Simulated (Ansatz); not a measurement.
# Calculations on Ba$_{8}$Zr$_{8}$O$_{23}$

Part 1: Relaxation

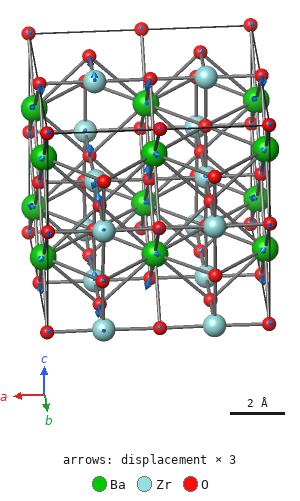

A relaxation of a defect cell of composition Ba₈Zr₈O₂₃ (cell charge +2). The starting structure is drawn; blue arrows show the displacements, 3 times their true length.

Style: ball-and-stick. Shown: the cell of the calculation (origin shifted), from a free direction.

The atoms of the start lie slightly off their symmetric places, so part of the fall in energy undoes that.

Level of theory: DFT, PBEsol, PAW, plane waves (Ansatz). Set-up: plane-wave cutoff 420 eV; k-point mesh 1 × 1 × 1; mesh shifted by (0.25, 0.25, 0.25); collinear spin; atoms relaxed in a fixed cell; force threshold 0.03 eV/Å; at most 80 steps.

Atoms of which element are displaced furthest, and by how much?

Answer. Oxygen: up to 0.22 Å, against 0.14 Å for barium.

What happened in the run?

Answer. The energy falls by 2.002 eV per cell of the calculation in 5 geometry steps. Largest force component: 4.3 eV/Å at the start, 0.021 eV/Å at the end. An O atom moves most: 0.22 Å roughly along [1 0 3]. By element the largest moves are O 0.22 Å, Ba 0.14 Å, Zr 0.14 Å. The cell stays as it was. Among the contacts that change: Ba–O 2.921 → 3.147 Å, Ba–O 2.936 → 3.158 Å, Ba–O 2.946 → 3.142 Å, Ba–O 2.970 → 3.162 Å. Bond angles that change, for instance: O–Zr–O 179.4° → 162.7°, O–Zr–O 177.6° → 162.6°, Zr–O–Zr 178.6° → 166.8°. The program noted that the starting moments weren't kept.

Limits of the set-up: the periodic images lie only 8.4 Å apart, so the values are limited by the cell's size; the cell is charged, on a uniform background, and energies carry no finite-size correction.

Part 2: Relaxation

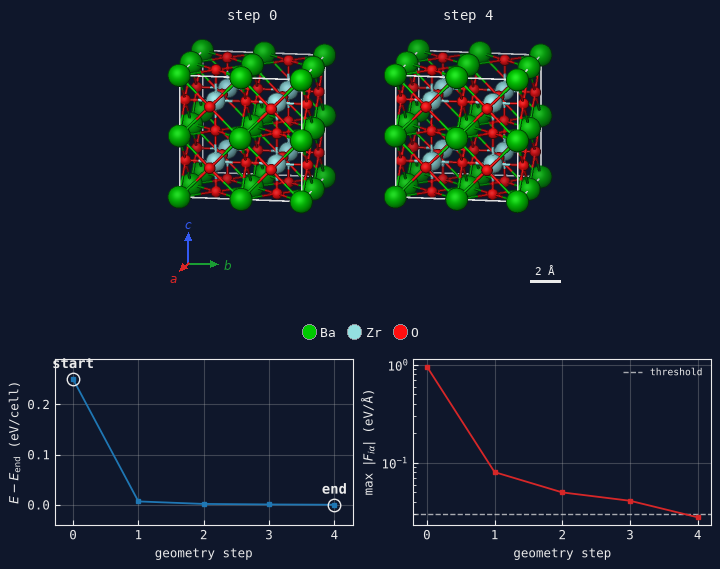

First and last geometry of a relaxation of a defect cell of composition Ba$_{8}$Zr$_{8}$O$_{23}$, with the history of the run. A ball-and-stick model of the cell of the calculation, seen slightly off an axis.

The atoms of the start lie slightly off their symmetric places, so part of the fall in energy undoes that.

Level of theory: DFT, PBEsol, PAW, plane waves (Ansatz 0.2.0). Set-up: plane-wave cutoff 420 eV; k-point mesh 1 × 1 × 1; mesh shifted by (0.25, 0.25, 0.25); collinear spin; atoms relaxed in a fixed cell; force threshold 0.03 eV/Å; at most 80 steps.

> What do the curves and the structures tell?

It converged. After 4 geometry steps the energy has fallen by 0.250 eV per cell of the calculation. Largest force component: 0.96 eV/Å at the start, 0.028 eV/Å at the end. An O atom moves most: 0.065 Å along [−1 1 3]. Largest moves by element: O 0.065 Å, Ba 0.043 Å, Zr 0.039 Å. The cell stays as it was. Some distances before and after: Ba–O 2.926 → 3.005 Å, Ba–O 2.990 → 2.919 Å, O–Zr 2.151 → 2.086 Å, Ba–O 2.913 → 2.971 Å. Bond angles that change, for instance: O–Zr–O 91.9° → 89.3°, O–Zr–O 92.4° → 90.1°, Ba–O–Zr 88.5° → 90.8°. The program noted that the starting moments weren't kept.

| step | E − E(0), meV/atom | largest force component, eV/Å |
| --- | --- | --- |
| 0 | 0.00 | 0.9617 |
| 1 | -6.25 | 0.0804 |
| 2 | -6.37 | 0.0499 |
| 3 | -6.40 | 0.0410 |
| 4 | -6.42 | 0.0278 |

Limits of the set-up: the periodic images lie only 8.4 Å apart, so the values are limited by the cell's size.

Part 3: Defect

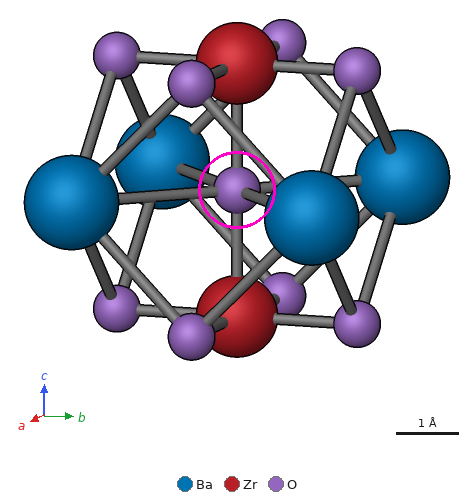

Perfect BaZrO3. The picture is a ball-and-stick view of the atoms within 3.3 Å of one point, seen slightly off an axis.

The calculation used DFT, PBEsol, PAW, plane waves in Ansatz. Settings: plane-wave cutoff 420 eV; k-point mesh 1 × 1 × 1; mesh shifted by (0.25, 0.25, 0.25); collinear spin. Fermi-Dirac smearing of 0.01 eV. The axes drawn are those of the host's conventional cell.

An oxygen atom is taken out (a vacancy) at the ringed place, in charge state 0. The supercell has 40 sites, and the atoms are relaxed at the host's cell.

How do the neighbours respond?

Answer. Around the empty O site the host had 2 Zr at 2.09 Å; after relaxation the nearest atoms are 2 Zr at 2.09 to 2.10 Å. Of the host's atoms, an oxygen atom moves furthest from its site, by 0.05 Å. The cell ends without a net magnetic moment.

The relaxed defect, seen from the same direction:

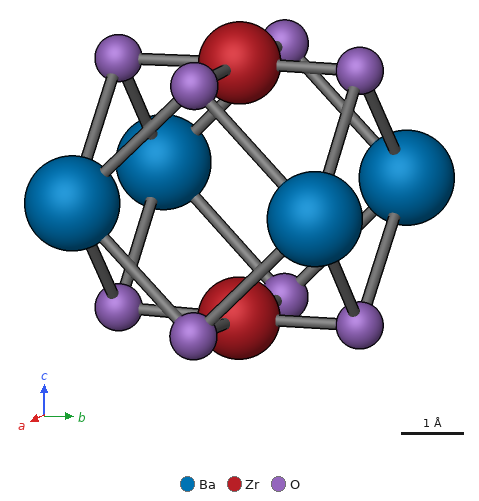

Limits of the set-up: the periodic images lie only 8.4 Å apart, so the values are limited by the cell's size.
